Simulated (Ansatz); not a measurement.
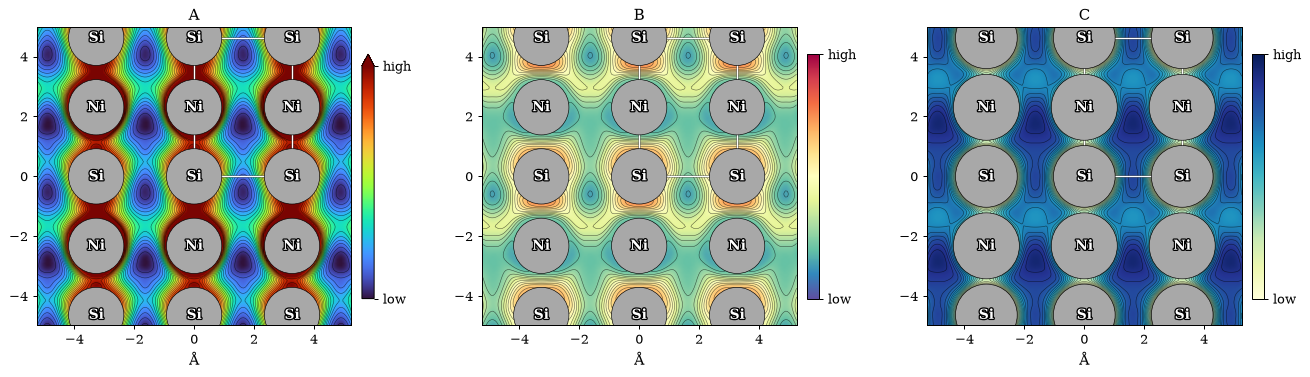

SiNi: 3 fields on the (100) plane of the conventional cell, with unlabelled colour scales. Grey discs cover the atomic cores.

Space group Pmmn; computed pressure about 12 GPa in this cell; computed without spin polarisation.

Computed with DFT PBEsol, scalar-relativistic, plane waves, PAW in Ansatz 0.2.0.

> Match the panels to the quantities (electron localisation function, electrostatic potential energy of an electron and valence pseudo-density).

Panel A: valence pseudo-density. Panel B: electron localisation function. Panel C: electrostatic potential energy of an electron (low next to the atoms, rising into the space between them). From the grid: Si–Ni (2.31 Å): the density is about 0.46 e/Å³ at the midpoint; the ELF peaks at about 0.65 in the valence shell of Si, 0.9 Å from its nucleus, and is about 0.45 at the midpoint.
